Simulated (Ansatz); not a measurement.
System: a slab cut from GaAs (slab content Ga₆As₆), space group F-43m (No. 216).

Starting cell:
```
CELL_PARAMETERS angstrom
0.00000 2.87269 2.87269
2.87269 0.00000 2.87269
2.87269 2.87269 0.00000
ATOMIC_POSITIONS crystal
Ga 0.00000 0.00000 0.00000
As 0.75000 0.75000 0.75000
```

Computed with Ansatz 0.2.0: spacing and rumpling of the atomic planes of a slab cut from the relaxed bulk cell along the Miller plane (conventional indices), bottom to top, after all atoms relax, plane waves with PAW datasets, Γ-centred k mesh. Level: PBE, no spin polarisation.

- space group in which the indices count: 216
- Miller index h: 1
- Miller index k: 1
- Miller index l: 0
- top plane: GaAs
- bottom plane: GaAs
- planes: 6
- surface cell: (1, 1)
- slab thickness as cut: 10.16 Å
- vacuum: 15 Å
- surface area: 23.34 Å²
- surface a: 4.063 Å
- surface b: 5.745 Å
- surface angle: 90 °
- slab atoms: 12
- wave cutoff: 420 eV
- k mesh: 9×6×1
- occupations: Gaussian
- smearing width: 0.05 eV
- boundary: dipole corrected

What does the calculation give for the spacing change of each pair of planes? The cases: 1–2; 2–3; 3–4; 4–5; 5–6.

The least value, −0.144 Å, is that of 1–2 and 5–6, and the largest, 0.036 Å, that of 2–3 and 4–5. In rising order: 1–2 (−0.144), 5–6 (−0.144), 3–4 (0.000), 2–3 (0.036), 4–5 (0.036), in Å. The spacing to next, in Å, is 1.888 for 1–2, 2.068 for 2–3, 2.031 for 3–4, 2.068 for 4–5 and 1.888 for 5–6.

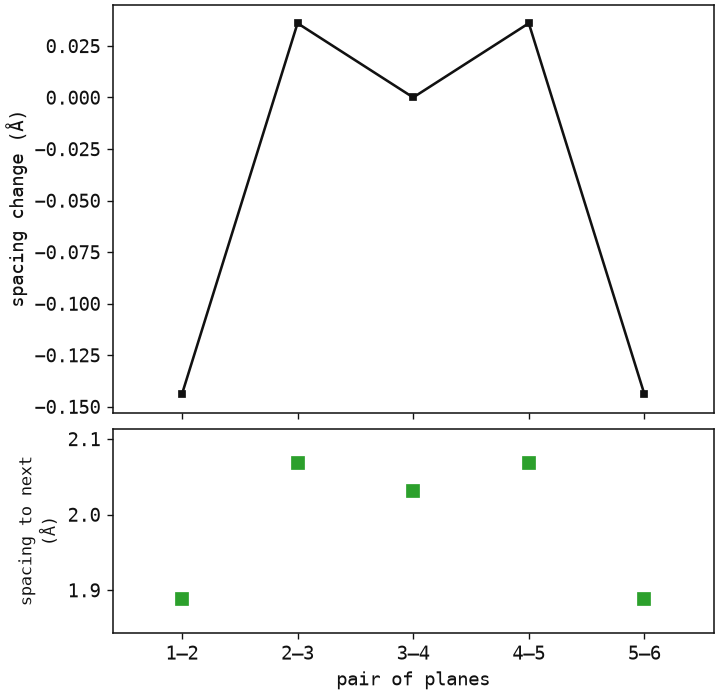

Note: a crossing between the sampled k points may be missed; odd k mesh can miss points on the zone edge; xc potential rough in thin density.
